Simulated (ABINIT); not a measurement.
# Geometry relaxation, with input and output: MoS2 (part 2 of 3)

MoS2 (R3m, 3 atoms in the cell); Kohn-Sham DFT of a periodic cell, PBEsol, JTH PAW PBE v2.0, no spin polarisation (ABINIT 10.8.3); cutoff 544.23 eV, 8×8×8 k-mesh, fermi-dirac of 0.05 eV. The structure derives from an entry of the Crystallography Open Database.

Geometry of the input (Å; fractional positions):
```
1.5800  0.9122  6.1500
-1.5800  0.9122  6.1500
0.0000  -1.8244  6.1500
Mo 0.0000  0.0000  0.0000
S  0.4170  0.4170  0.4170
S  0.2500  0.2500  0.2500
```

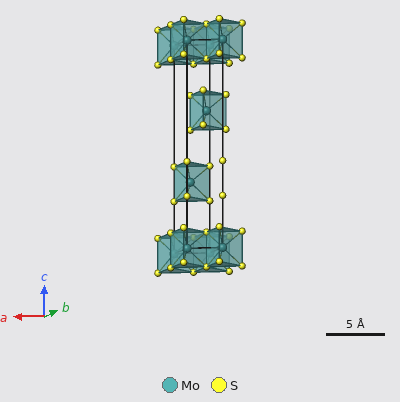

The input geometry (polyhedral view of the cell 3 times as large as that of the calculation, set on its symmetry axes, seen at an oblique angle; polyhedra are completed across the faces of the cell). An atom can appear more than once, as a periodic image.

Output, continued
```
--- !ResultsGS
iteration_state: {dtset: 1, itime: 2, icycle: 1, }
comment   : Summary of ground state results
lattice_vectors:
- [  2.9848029,   1.7232768,  11.6528539, ]
- [ -2.9848029,   1.7232768,  11.6528539, ]
- [  0.0000000,  -3.4465535,  11.6528539, ]
lattice_lengths: [  12.15186,   12.15186,   12.15186, ]
lattice_angles: [ 28.438,  28.438,  28.438, ] # degrees, (23, 13, 12)
lattice_volume:   3.5962862E+02
convergence: {deltae: -2.061E-12, res2:  8.898E-10, residm:  3.779E-12, diffor: null, }
etotal    :  -8.95556166E+01
entropy   :   0.00000000E+00
fermie    :   3.23683833E-01
cartesian_stress_tensor: # hartree/bohr^3
- [  2.18166734E-05,   0.00000000E+00,   0.00000000E+00, ]
- [  0.00000000E+00,   2.18166740E-05,  -2.49598261E-13, ]
- [  0.00000000E+00,  -2.49598261E-13,  -4.91853646E-05, ]
pressure_GPa:   5.4449E-02
xred      :
- [  4.8549E-05,   4.8549E-05,   4.8549E-05, Mo]
- [  4.1711E-01,   4.1711E-01,   4.1711E-01,  S]
- [  2.4984E-01,   2.4984E-01,   2.4984E-01,  S]
cartesian_forces: # hartree/bohr
- [  2.82159347E-20,  -2.97448127E-14,   8.49071028E-04, ]
- [  8.54780186E-21,  -6.83905203E-14,   1.95220326E-03, ]
- [ -3.67637366E-20,   9.81353330E-14,  -2.80127429E-03, ]
force_length_stats: {min:   8.49071028E-04, max:   2.80127429E-03, mean:   1.86751619E-03, }
...

 Integrated electronic density in atomic spheres:
 ------------------------------------------------
 Atom  Sphere_radius  Integrated_density
    1        2.20740         11.30059416
    2        1.90380          3.58762538
    3        1.90380          3.59000269

---OUTPUT-----------------------------------------------------------------------

 Cartesian coordinates (xcart) [bohr]
  5.30216336933438E-21  2.61623678366048E-15  1.69719449773827E-03
 -2.52295502602101E-16  2.24777359164336E-11  1.45816817810805E+01
  3.06515481470248E-17  1.34635373799827E-11  8.73398172350108E+00
 Reduced coordinates (xred)
  4.85487506326617E-05  4.85487506326617E-05  4.85487506326617E-05
  4.17113320563966E-01  4.17113320563966E-01  4.17113320563966E-01
  2.49838130685402E-01  2.49838130685402E-01  2.49838130685402E-01
 Cartesian forces (fcart) [Ha/bohr]; max,rms= 2.80127E-03 1.17280E-03 (free atoms)
  2.82159347423627E-20 -2.97448126627959E-14  8.49071028356149E-04
  8.54780186295998E-21 -6.83905203470261E-14  1.95220325758544E-03
 -3.67637366053227E-20  9.81353330098220E-14 -2.80127428594159E-03
 Gradient of E wrt nuclear positions in reduced coordinates (gred)
 -9.89410066332759E-03 -9.89410066332759E-03 -9.89410066332759E-03
 -2.27487393878247E-02 -2.27487393878247E-02 -2.27487393878247E-02
  3.26428400511523E-02  3.26428400511523E-02  3.26428400511523E-02
 Scale of Primitive Cell (acell) [bohr]
  1.21518614072820E+01  1.21518614072820E+01  1.21518614070653E+01
 Real space primitive translations (rprimd) [bohr]
  2.98480289797209E+00  1.72327675655694E+00  1.16528539226387E+01
 -2.98480289797209E+00  1.72327675655694E+00  1.16528539226387E+01
  0.00000000000000E+00 -3.44655351306000E+00  1.16528539224576E+01
 Unitary Cell Volume (ucvol) [Bohr^3]=  3.59628615166026E+02
 Angles (23,13,12)= [degrees]
  2.84375634374891E+01  2.84375634374891E+01  2.84375634382814E+01
 Lengths [Bohr]
  1.21518614072820E+01  1.21518614072820E+01  1.21518614070653E+01
 Stress tensor in cartesian coordinates (strten) [Ha/bohr^3]
  2.18166733596450E-05  0.00000000000000E+00  0.00000000000000E+00
  0.00000000000000E+00  2.18166740250710E-05 -2.49598260605075E-13
  0.00000000000000E+00 -2.49598260605075E-13 -4.91853646311727E-05
 Total energy (etotal) [Ha]= -8.95556166368547E+01

 Difference of energy with previous step (new-old):
           Absolute (Ha)=-1.07879E-04
           Relative     =-1.20461E-06

--- Iteration: ( 3/60) Internal Cycle: (1/1)
--------------------------------------------------------------------------------

---SELF-CONSISTENT-FIELD CONVERGENCE--------------------------------------------

--- !BeginCycle
iteration_state: {dtset: 1, itime: 3, icycle: 1, }
solver: {iscf: 17, nstep: 100, nline: 4, wfoptalg: 10, }
tolerances: {tolvrs: 1.00E-09, }
...

     iter   Etot(hartree)      deltaE(h)  residm     nres2
 ETOT  1  -89.555828109549    -8.956E+01 1.902E-02 3.263E-01
 ETOT  2  -89.555708048400     1.201E-04 6.003E-05 3.896E-02
 ETOT  3  -89.555702418875     5.630E-06 5.040E-06 3.047E-02
 ETOT  4  -89.555690070500     1.235E-05 1.803E-06 5.849E-04
 ETOT  5  -89.555690385989    -3.155E-07 8.830E-08 9.076E-05
 ETOT  6  -89.555690361098     2.489E-08 3.131E-09 2.023E-05
 ETOT  7  -89.555690365084    -3.987E-09 2.490E-10 8.420E-07
 ETOT  8  -89.555690365927    -8.428E-10 4.846E-11 1.729E-07
 ETOT  9  -89.555690366002    -7.519E-11 1.406E-11 3.971E-08
 ETOT 10  -89.555690366009    -6.963E-12 1.938E-12 7.327E-09
 ETOT 11  -89.555690366012    -2.274E-12 5.560E-13 8.884E-10

 At SCF step   11       nres2   =  8.88E-10 < tolvrs=  1.00E-09 =>converged.

 Cartesian components of stress tensor (hartree/bohr^3)
  sigma(1 1)=  2.42661540E-05  sigma(3 2)= -2.50903548E-13
  sigma(2 2)=  2.42661546E-05  sigma(3 1)=  0.00000000E+00
  sigma(3 3)= -7.64405149E-07  sigma(2 1)=  0.00000000E+00

--- !ResultsGS
iteration_state: {dtset: 1, itime: 3, icycle: 1, }
comment   : Summary of ground state results
lattice_vectors:
- [  2.9801531,   1.7205922,  11.6983786, ]
- [ -2.9801531,   1.7205922,  11.6983786, ]
- [  0.0000000,  -3.4411844,  11.6983786, ]
lattice_lengths: [  12.19401,   12.19401,   12.19401, ]
lattice_angles: [ 28.292,  28.292,  28.292, ] # degrees, (23, 13, 12)
lattice_volume:   3.5990962E+02
convergence: {deltae: -2.274E-12, res2:  8.884E-10, residm:  5.560E-13, diffor: null, }
etotal    :  -8.95556904E+01
entropy   :   0.00000000E+00
fermie    :   3.21927871E-01
cartesian_stress_tensor: # hartree/bohr^3
- [  2.42661540E-05,   0.00000000E+00,   0.00000000E+00, ]
- [  0.00000000E+00,   2.42661546E-05,  -2.50903548E-13, ]
- [  0.00000000E+00,  -2.50903548E-13,  -7.64405149E-07, ]
pressure_GPa:  -4.6846E-01
xred      :
- [  1.1417E-04,   1.1417E-04,   1.1417E-04, Mo]
- [  4.1726E-01,   4.1726E-01,   4.1726E-01,  S]
- [  2.4962E-01,   2.4962E-01,   2.4962E-01,  S]
cartesian_forces: # hartree/bohr
- [ -2.06991226E-20,   9.20444547E-15,  -2.62734376E-04, ]
- [  1.63955719E-20,   1.49131221E-14,  -4.25695957E-04, ]
- [  4.30355073E-21,  -2.41175675E-14,   6.88430333E-04, ]
force_length_stats: {min:   2.62734376E-04, max:   6.88430333E-04, mean:   4.58953556E-04, }
...

 Integrated electronic density in atomic spheres:
 ------------------------------------------------
 Atom  Sphere_radius  Integrated_density
    1        2.20740         11.29451410
    2        1.90380          3.58415007
    3        1.90380          3.58131608

---OUTPUT-----------------------------------------------------------------------

 Cartesian coordinates (xcart) [bohr]
  2.83573733232856E-20  6.17641569020345E-15  4.00677987456696E-03
 -2.69525217345095E-16  2.25734079059853E-11  1.46439560976527E+01
  4.94100262519133E-18  1.35041527292191E-11  8.76049272330151E+00
 Reduced coordinates (xred)
  1.14169094360994E-04  1.14169094360994E-04  1.14169094360994E-04
  4.17264551053447E-01  4.17264551053447E-01  4.17264551053447E-01
  2.49621279852192E-01  2.49621279852192E-01  2.49621279852192E-01
 Cartesian forces (fcart) [Ha/bohr]; max,rms= 6.88430E-04 2.83663E-04 (free atoms)
 -2.06991226374972E-20  9.20444547255860E-15 -2.62734376301600E-04
  1.63955719116764E-20  1.49131220509384E-14 -4.25695957117160E-04
  4.30355072582075E-21 -2.41175675234970E-14  6.88430333418760E-04
 Gradient of E wrt nuclear positions in reduced coordinates (gred)
  3.07356620812966E-03  3.07356620812966E-03  3.07356620812966E-03
  4.97995247957489E-03  4.97995247957489E-03  4.97995247957489E-03
 -8.05351868770456E-03 -8.05351868770456E-03 -8.05351868770456E-03
 Scale of Primitive Cell (acell) [bohr]
  1.21940072261621E+01  1.21940072261621E+01  1.21940072259459E+01
 Real space primitive translations (rprimd) [bohr]
  2.98015311288597E+00  1.72059220188600E+00  1.16983786111691E+01
 -2.98015311288597E+00  1.72059220188600E+00  1.16983786111691E+01
  0.00000000000000E+00 -3.44118440371789E+00  1.16983786109883E+01
 Unitary Cell Volume (ucvol) [Bohr^3]=  3.59909616813099E+02
 Angles (23,13,12)= [degrees]
  2.82921534405511E+01  2.82921534405511E+01  2.82921534413406E+01
 Lengths [Bohr]
  1.21940072261621E+01  1.21940072261621E+01  1.21940072259459E+01
 Stress tensor in cartesian coordinates (strten) [Ha/bohr^3]
  2.42661539680980E-05  0.00000000000000E+00  0.00000000000000E+00
  0.00000000000000E+00  2.42661546326932E-05 -2.50903548309593E-13
  0.00000000000000E+00 -2.50903548309593E-13 -7.64405149152395E-07
 Total energy (etotal) [Ha]= -8.95556903660116E+01

 Difference of energy with previous step (new-old):
           Absolute (Ha)=-7.37292E-05
           Relative     =-8.23278E-07

--- Iteration: ( 4/60) Internal Cycle: (1/1)
--------------------------------------------------------------------------------

---SELF-CONSISTENT-FIELD CONVERGENCE--------------------------------------------

--- !BeginCycle
iteration_state: {dtset: 1, itime: 4, icycle: 1, }
solver: {iscf: 17, nstep: 100, nline: 4, wfoptalg: 10, }
tolerances: {tolvrs: 1.00E-09, }
...

     iter   Etot(hartree)      deltaE(h)  residm     nres2
 ETOT  1  -89.555977203182    -8.956E+01 2.552E-01 3.111E-01
 ETOT  2  -89.555877365574     9.984E-05 2.376E-03 3.802E-01
 ETOT  3  -89.555703487780     1.739E-04 2.427E-04 1.076E-02
 ETOT  4  -89.555704771453    -1.284E-06 1.563E-05 2.817E-03
 ETOT  5  -89.555704337487     4.340E-07 2.183E-07 9.480E-04
 ETOT  6  -89.555704300863     3.662E-08 2.039E-08 3.047E-05
 ETOT  7  -89.555704320029    -1.917E-08 7.312E-10 9.385E-06
 ETOT  8  -89.555704332923    -1.289E-08 2.133E-10 6.102E-07
 ETOT  9  -89.555704333799    -8.758E-10 4.082E-11 6.039E-08
 ETOT 10  -89.555704333816    -1.704E-11 1.010E-11 1.447E-08
 ETOT 11  -89.555704333815     1.364E-12 2.548E-12 3.685E-10

 At SCF step   11       nres2   =  3.69E-10 < tolvrs=  1.00E-09 =>converged.

 Cartesian components of stress tensor (hartree/bohr^3)
  sigma(1 1)=  1.54837493E-05  sigma(3 2)= -2.51686958E-13
  sigma(2 2)=  1.54837499E-05  sigma(3 1)=  0.00000000E+00
  sigma(3 3)=  3.74473340E-06  sigma(2 1)=  0.00000000E+00

--- !ResultsGS
iteration_state: {dtset: 1, itime: 4, icycle: 1, }
comment   : Summary of ground state results
lattice_vectors:
- [  2.9768501,   1.7186852,  11.7093312, ]
- [ -2.9768501,   1.7186852,  11.7093312, ]
- [  0.0000000,  -3.4373704,  11.7093312, ]
lattice_lengths: [  12.20344,   12.20344,   12.20344, ]
lattice_angles: [ 28.238,  28.238,  28.238, ] # degrees, (23, 13, 12)
lattice_volume:   3.5944848E+02
convergence: {deltae:  1.364E-12, res2:  3.685E-10, residm:  2.548E-12, diffor: null, }
etotal    :  -8.95557043E+01
entropy   :   0.00000000E+00
fermie    :   3.22171517E-01
cartesian_stress_tensor: # hartree/bohr^3
- [  1.54837493E-05,   0.00000000E+00,   0.00000000E+00, ]
- [  0.00000000E+00,   1.54837499E-05,  -2.51686958E-13, ]
- [  0.00000000E+00,  -2.51686958E-13,   3.74473340E-06, ]
pressure_GPa:  -3.4042E-01
xred      :
- [  1.2113E-04,   1.2113E-04,   1.2113E-04, Mo]
- [  4.1729E-01,   4.1729E-01,   4.1729E-01,  S]
- [  2.4959E-01,   2.4959E-01,   2.4959E-01,  S]
cartesian_forces: # hartree/bohr
- [  6.91624417E-20,   1.33050191E-14,  -3.79799866E-04, ]
- [  1.19138578E-19,   2.25422612E-14,  -6.43485208E-04, ]
- [ -1.88301020E-19,  -3.58472803E-14,   1.02328507E-03, ]
force_length_stats: {min:   3.79799866E-04, max:   1.02328507E-03, mean:   6.82190049E-04, }
...

 Integrated electronic density in atomic spheres:
 ------------------------------------------------
 Atom  Sphere_radius  Integrated_density
    1        2.20740         11.29642979
    2        1.90380          3.58297111
    3        1.90380          3.58053816

---OUTPUT-----------------------------------------------------------------------

 Cartesian coordinates (xcart) [bohr]
 -6.49294066887174E-20  6.55896796247903E-15  4.25502304349422E-03
 -3.53039656064255E-16  2.25953557115147E-11  1.46584552025388E+01
 -3.12087954013058E-16  1.35151977493608E-11  8.76766151099069E+00
 Reduced coordinates (xred)
  1.21129122573015E-04  1.21129122573015E-04  1.21129122573015E-04
  4.17287003809331E-01  4.17287003809331E-01  4.17287003809331E-01
  2.49591867068096E-01  2.49591867068096E-01  2.49591867068096E-01
 Cartesian forces (fcart) [Ha/bohr]; max,rms= 1.02329E-03 4.22352E-04 (free atoms)
  6.91624417327985E-20  1.33050190979231E-14 -3.79799866070992E-04
  1.19138577893944E-19  2.25422612264598E-14 -6.43485207876966E-04
 -1.88301019626742E-19 -3.58472803243829E-14  1.02328507394796E-03
 Gradient of E wrt nuclear positions in reduced coordinates (gred)
  4.44720242256070E-03  4.44720242256070E-03  4.44720242256070E-03
  7.53478142306009E-03  7.53478142306009E-03  7.53478142306009E-03
 -1.19819838456208E-02 -1.19819838456208E-02 -1.19819838456208E-02
 Scale of Primitive Cell (acell) [bohr]
  1.22034401982851E+01  1.22034401982851E+01  1.22034401980691E+01
 Real space primitive translations (rprimd) [bohr]
  2.97685011267254E+00  1.71868521382375E+00  1.17093312027453E+01
 -2.97685011267254E+00  1.71868521382375E+00  1.17093312027453E+01
  0.00000000000000E+00 -3.43737042759335E+00  1.17093312025647E+01
 Unitary Cell Volume (ucvol) [Bohr^3]=  3.59448478337548E+02
 Angles (23,13,12)= [degrees]
  2.82378465958576E+01  2.82378465958576E+01  2.82378465966460E+01
 Lengths [Bohr]
  1.22034401982851E+01  1.22034401982851E+01  1.22034401980691E+01
 Stress tensor in cartesian coordinates (strten) [Ha/bohr^3]
  1.54837492522758E-05  0.00000000000000E+00  0.00000000000000E+00
  0.00000000000000E+00  1.54837499177236E-05 -2.51686958219261E-13
  0.00000000000000E+00 -2.51686958219261E-13  3.74473340028145E-06
 Total energy (etotal) [Ha]= -8.95557043338148E+01

 Difference of energy with previous step (new-old):
           Absolute (Ha)=-1.39678E-05
           Relative     =-1.55968E-07

--- Iteration: ( 5/60) Internal Cycle: (1/1)
--------------------------------------------------------------------------------

---SELF-CONSISTENT-FIELD CONVERGENCE--------------------------------------------

--- !BeginCycle
iteration_state: {dtset: 1, itime: 5, icycle: 1, }
solver: {iscf: 17, nstep: 100, nline: 4, wfoptalg: 10, }
tolerances: {tolvrs: 1.00E-09, }
...

     iter   Etot(hartree)      deltaE(h)  residm     nres2
 ETOT  1  -89.556379925252    -8.956E+01 2.777E+00 7.524E-01
 ETOT  2  -89.556157509808     2.224E-04 1.284E-02 9.713E-01
 ETOT  3  -89.555712730189     4.448E-04 1.106E-03 3.343E-02
 ETOT  4  -89.555714189843    -1.460E-06 6.634E-05 8.190E-03
 ETOT  5  -89.555712781975     1.408E-06 2.532E-07 2.828E-03
 ETOT  6  -89.555712509956     2.720E-07 6.737E-08 8.419E-05
 ETOT  7  -89.555712547596    -3.764E-08 2.263E-09 3.310E-05
 ETOT  8  -89.555712578407    -3.081E-08 8.073E-10 1.790E-06
 ETOT  9  -89.555712580470    -2.063E-09 1.495E-10 1.970E-07
 ETOT 10  -89.555712580500    -3.013E-11 4.790E-11 5.013E-08
 ETOT 11  -89.555712580489     1.117E-11 9.597E-12 1.463E-09
 ETOT 12  -89.555712580489    -5.969E-13 2.205E-12 1.520E-10

 At SCF step   12       nres2   =  1.52E-10 < tolvrs=  1.00E-09 =>converged.

 Cartesian components of stress tensor (hartree/bohr^3)
  sigma(1 1)=  1.09758190E-06  sigma(3 2)= -2.52575612E-13
  sigma(2 2)=  1.09758257E-06  sigma(3 1)=  0.00000000E+00
  sigma(3 3)= -6.67140838E-07  sigma(2 1)=  0.00000000E+00
```
